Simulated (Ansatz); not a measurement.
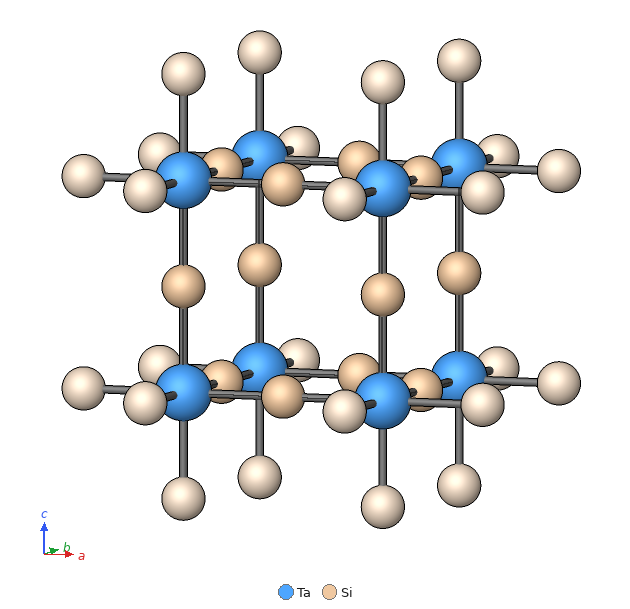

An orthographic ball-and-stick view of the structure, slightly off an axis. Atoms at the boundary of the conventional unit cell (the box) are drawn once for each face, edge or corner they touch. Every bond is drawn to its end, so some atoms lie outside the box, in fainter colours. Cell: a = 4.91 Å, b = 4.91 Å, c = 4.91 Å, α = 90.00°, β = 90.00°, γ = 90.00°.

Origin of the cell: a random cell made by a generator, so it need not be a real form of the compound. Earlier steps of the study may have refined or changed the cell and positions. A calculation with Ansatz used it as input.

> Describe the arrangement of the atoms.

Formula: TaSi3. The symmetry is that of Pm-3m (No. 221), on a primitive cubic lattice. This arrangement goes by the name ReO₃ type. One cell contains 1 Ta, 3 Si, 4 atoms in all. Ta is linked to six Si in an octahedral arrangement at about 2.5 Å. Si is linked to two Ta in a linear arrangement at about 2.5 Å. The bonds build a three-dimensional framework.

Method used: Ansatz 0.2.0, DFT PBE, scalar-relativistic, plane waves, PAW. It ran with a basis cut at 420 eV, k-grid 10×10×10, Gaussian smearing of 0.1 eV, no spin polarisation.

> Is it conducting or gapped at this level?

A metal: bands cross the Fermi level.

> What net charge does each kind of atom have (Bader)?

Ta +0.50 e; Si -0.17 e.

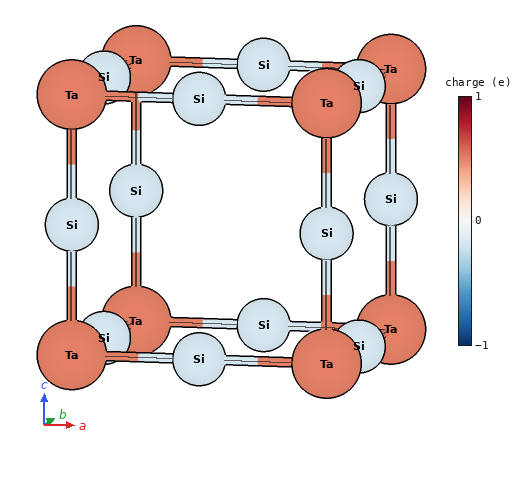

The atoms coloured by those charges. The run's cell of 4 atoms is drawn.

> Is this an equilibrium geometry for the method given?

Yes. All forces vanish to within 0.01 eV/Å. The pressure is 0.0 GPa, close to zero.
